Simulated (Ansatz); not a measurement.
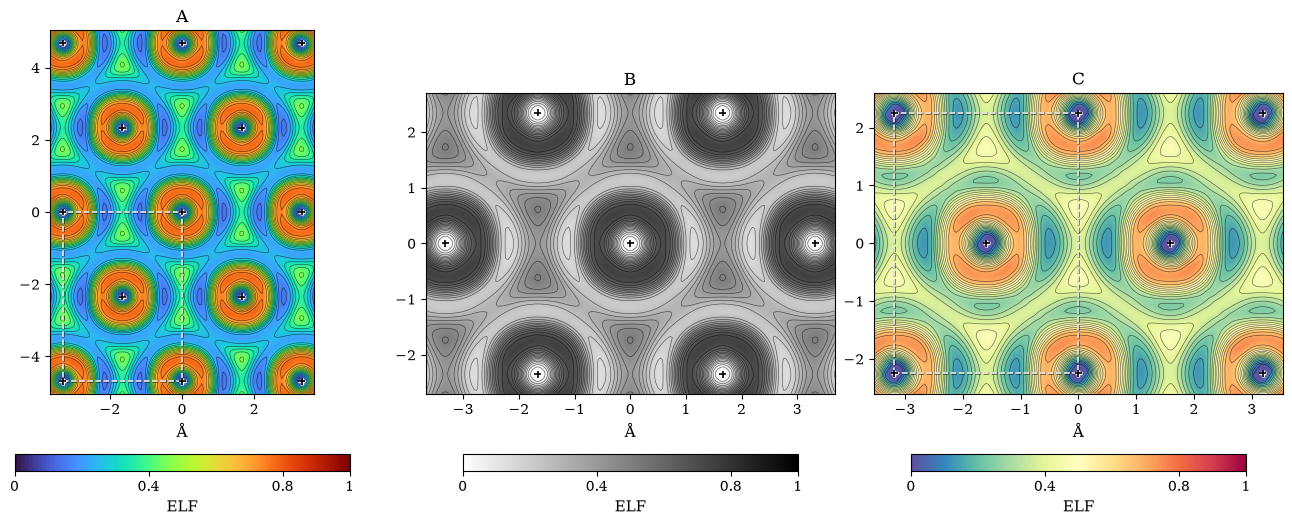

The ELF of 3 systems, each on a plane through atoms (crosses mark nuclei in the plane).

Computed with DFT PBE, scalar-relativistic, plane waves, PAW in Ansatz.

System 1: W, the (011̄) plane of the conventional cell. Space group Im-3m; a structure from a database of computed crystals, not necessarily the ambient phase.

```cif
data_structure
_symmetry_space_group_name_H-M 'P 1'
_symmetry_Int_Tables_number 1
_cell_length_a 3.1835
_cell_length_b 3.1835
_cell_length_c 3.1835
_cell_angle_alpha 90.000
_cell_angle_beta 90.000
_cell_angle_gamma 90.000
_cell_volume 32.26
loop_
_atom_site_label
_atom_site_type_symbol
_atom_site_fract_x
_atom_site_fract_y
_atom_site_fract_z
_atom_site_occupancy
W1 W 0.00000 0.00000 0.00000 1
W2 W 0.50000 0.50000 0.50000 1
```

System 2: Nb, the (011) plane of the conventional cell. Space group Im-3m; a structure from a database of computed crystals, not necessarily the ambient phase; computed without spin polarisation.

```xyz
2
Lattice="3.3111 0.0000 0.0000 0.0000 3.3111 0.0000 0.0000 0.0000 3.3111" Properties=species:S:1:pos:R:3 pbc="T T T"
Nb    0.0000    0.0000    0.0000
Nb    1.6556    1.6556    1.6556
```

System 3: Ta, the (110) plane of the conventional cell. Space group Im-3m; a structure from a database of computed crystals, not necessarily the ambient phase; computed without spin polarisation.

```xyz
2
Lattice="3.3191 0.0000 0.0000 0.0000 3.3191 0.0000 0.0000 0.0000 3.3191" Properties=species:S:1:pos:R:3 pbc="T T T"
Ta    0.0000    0.0000    0.0000
Ta    1.6595    1.6595    1.6595
```

Question: Which map belongs to which system?

Answer: Panel A is system 2, Nb: the plane holds Nb. Nb–Nb (2.87 Å): the ELF is about 0.25 at the midpoint (no shared electron pair shows on this line). Panel B is system 3, Ta: the plane holds Ta. Ta–Ta (2.87 Å): the ELF is about 0.30 at the midpoint; no shared electron pair shows on this line. Panel C is system 1, W: the plane holds W. W–W (2.76 Å): the ELF is about 0.40 at the midpoint.
